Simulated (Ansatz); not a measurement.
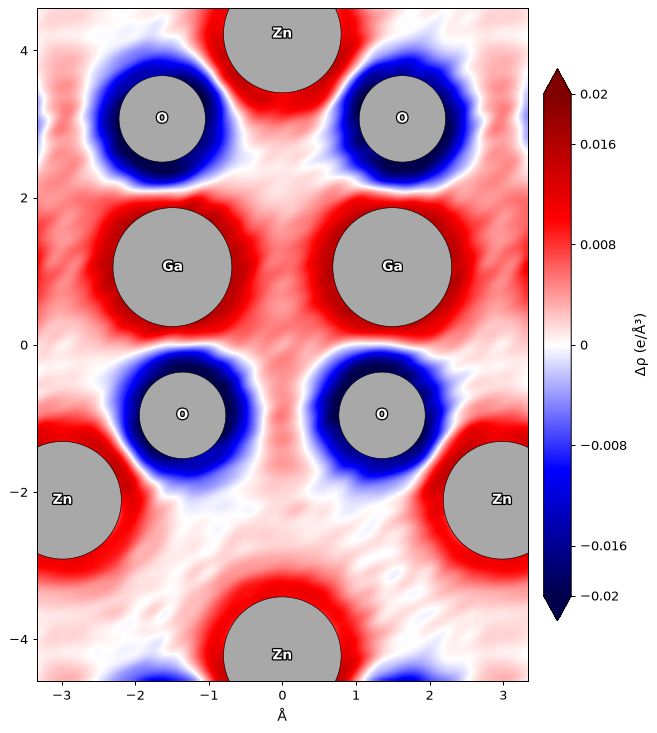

ZnGa₂O₄. Difference of the valence pseudo-densities of two functionals at the same geometry, on the (101̄) plane of the calculation cell: one of PBE and r2SCAN less the other.

Both computed with Ansatz (plane waves, PAW), on the same k-point mesh. Grey discs cover the atomic cores.

**Which was subtracted from which, and what does the map show?**

It is PBE less r2SCAN. Against r2SCAN, PBE gives more density around Zn (+0.011 e/Å³ on average at 1.0 Å from the nucleus), more density around Ga (+0.011 e/Å³ on average at 1.0 Å from the nucleus), less density around O (−0.015 e/Å³ on average at 0.7 Å from the nucleus) and a change of +0.008 e/Å³ at the midpoint of Zn–O.
